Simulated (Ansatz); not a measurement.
## TaN: an electron-density study

Space group Fm-3m; the calculation finds a residual pressure of about 15 GPa at this fixed cell. So large a residual pressure suggests that the database cell is idealised or belongs to other conditions.

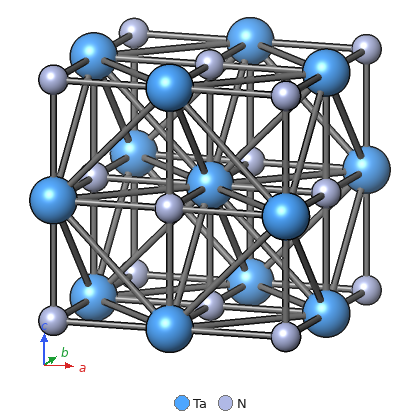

The conventional cell.

Input

```
crystal:
  lattice:
    - [0.0, 2.179, 2.179]
    - [2.179, 0.0, 2.179]
    - [2.179, 2.179, 0.0]
  atoms:
    - { symbol: Ta, position: [0.5, 0.5, 0.5] }
    - { symbol: "N", position: [0.0, 0.0, 0.0] }
basis:
  ecutwfc: 500
  fft_grid_basis: typed
kpoints:
  mp_grid: { grid: [12, 12, 12] }
hamiltonian:
  xc: pbe
scf:
  occupations: { method: gaussian, width: 0.05 }
output:
  forces: true
  stress: true
  eigenvalues: true
  bader: true
  write_density: true
  volumetric_format: npy
  elf: true
```

Run with:

```sh
ansatz run input.yaml --threads 1 --pin off --max-ram 2560MiB --backend cpu --events-out ev --progress --plain --runs-dir out
```

The picture shows the conventional cell (a = 4.36 Å, b = 4.36 Å, c = 4.36 Å, α = 90.00°, β = 90.00°, γ = 90.00°).

The calculation used DFT PBE, scalar-relativistic, plane waves, PAW in Ansatz.

Core electrons are frozen (PAW), so the maps are meaningful between the atoms, not at the nuclei.

## 1. Bonding charge

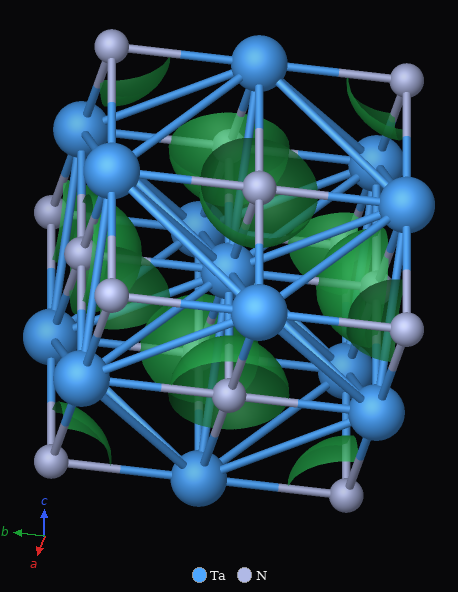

Deformation density (self-consistent density less superposed neutral spherical atoms): green surfaces at +0.08, none at −0.08 e/Å³, in the conventional cell seen at an oblique angle (the regions close to the nuclei are left out). Cores are masked to 1.0 Å (Ta) and 0.6 Å (N).

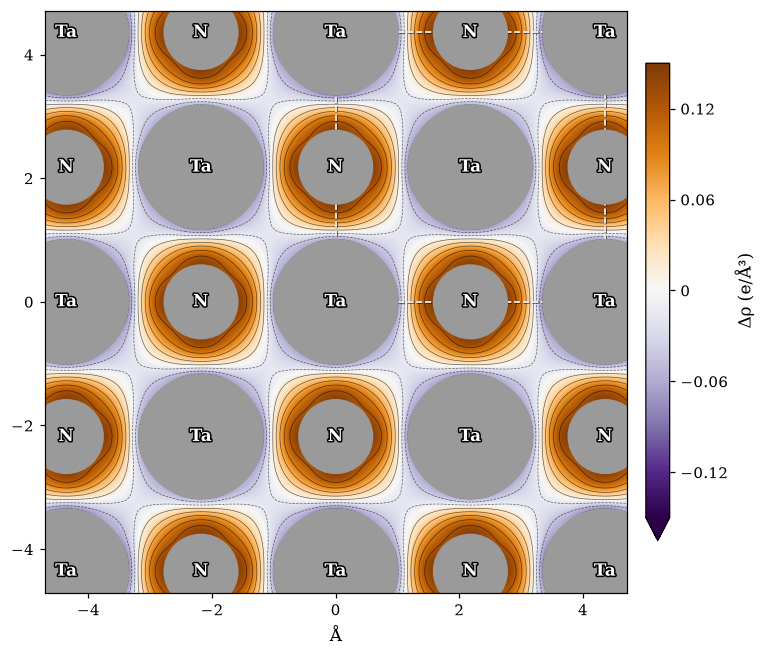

The same field as a map on the (100) plane of the conventional cell, with grey discs over the atomic cores.

**Read the map: where is density gained and where lost?**

N–Ta (2.18 Å): Δρ is −0.02 e/Å³ at the midpoint (close to a masked core, so read it with care).
Ta–Ta (3.08 Å): Δρ is −0.017 e/Å³ at the midpoint.
Over the whole cell, outside the masked cores, the largest gain lies at the edge of the masked core of N, and the largest loss lies at the edge of the masked core of Ta.
In all about 0.24 e an atom is rearranged against the free atoms.
Bader charges: Ta +1.87 and N −1.87 e.

## 2. One group of states

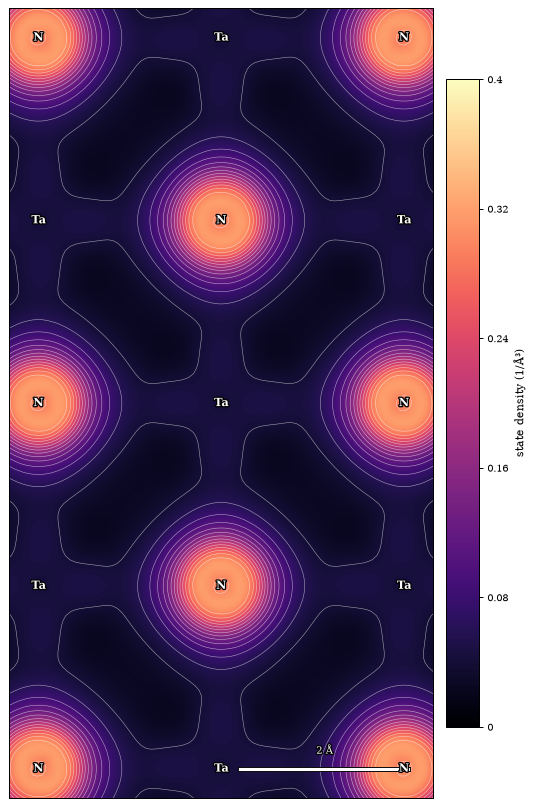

Density of the Kohn–Sham states from −10.6 to −7.0 eV about the Fermi level (the lower third of the occupied valence band), scaled to one electron a cell: a map on the (010) plane of the conventional cell.

**Describe these states.**

Projected on a minimal set of atomic orbitals (Löwdin), they are N 2p (60 %) and Ta 5d (30 %).
In space (atomic cells sized by Bader volumes) the density divides as N about 65 % and Ta about 35 %.

## 3. Doping

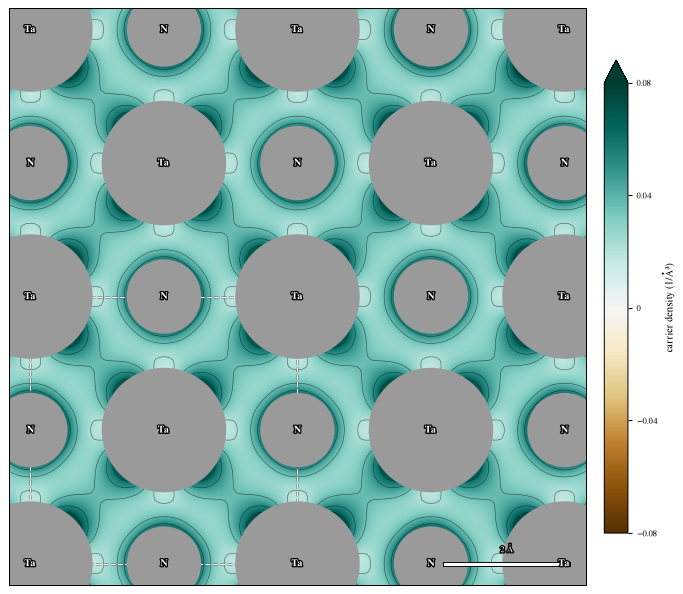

Where the extra electron sits when 0.25 electron is added to the 2-atom cell of the calculation (uniform compensating background, atoms fixed); the change of density for each carrier, counted positive where the carrier is: a map on the (001) plane of the conventional cell, with grey discs over the atomic cores. Cores are masked to 1.0 Å (Ta) and 0.6 Å (N).

**Where does the doped charge go?**

Summed over atomic cells sized by the Bader volumes, the added electron divides as Ta about 65 % and N about 35 %; the most favoured element is Ta, which fills 50 % of the volume.
Over the whole cell, outside the cores, it is densest 1.1 Å from a tantalum nucleus and 1.7 Å from a nitrogen one.
The counter-flow of charge adds up to under 0.1 e for each carrier.
These are shares of the net change, screening included; the states that take the carrier can be more concentrated.
This is very heavy doping, far beyond the dilute limit.

## 4. Moving an atom

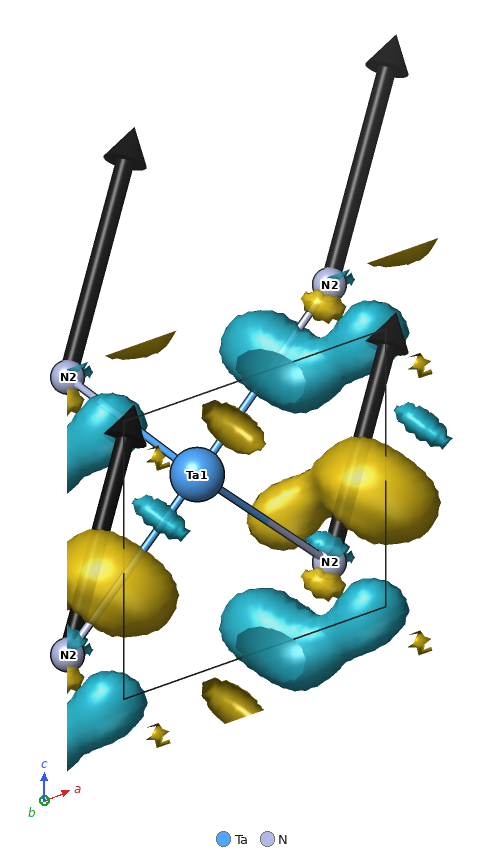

N2 was moved by 0.05 Å roughly along [0 0 1] in the axes of the cell drawn (arrow, not to scale). Change of the density less the rigid motion of the neutral atom's own density: yellow surfaces at +0.01 and cyan ones at −0.01 e/Å³, in the cell of the calculation (origin moved) seen along the b axis.

**How do the electrons respond beyond following the atom?**

About 0.04 e is rearranged in the cell. Outside the cores the largest gain, 0.03 e/Å³, lies 0.8 Å from a nitrogen nucleus and 1.3 Å from a tantalum one, and the largest loss, 0.03 e/Å³, lies 0.9 Å from a nitrogen nucleus and 1.3 Å from a tantalum one.

**How much does the computed force on the atom change?**

The force on it changes by 0.44 eV/Å along the move, against it: a stiffness of about 8.8 eV/Å² for this sublattice shift.

## 5. Putting it together

Charge passes from Ta (Pauling electronegativity 1.50) to N (3.04), the direction that the scale predicts; the Bader charges fall short of whole formal charges, as they usually do.
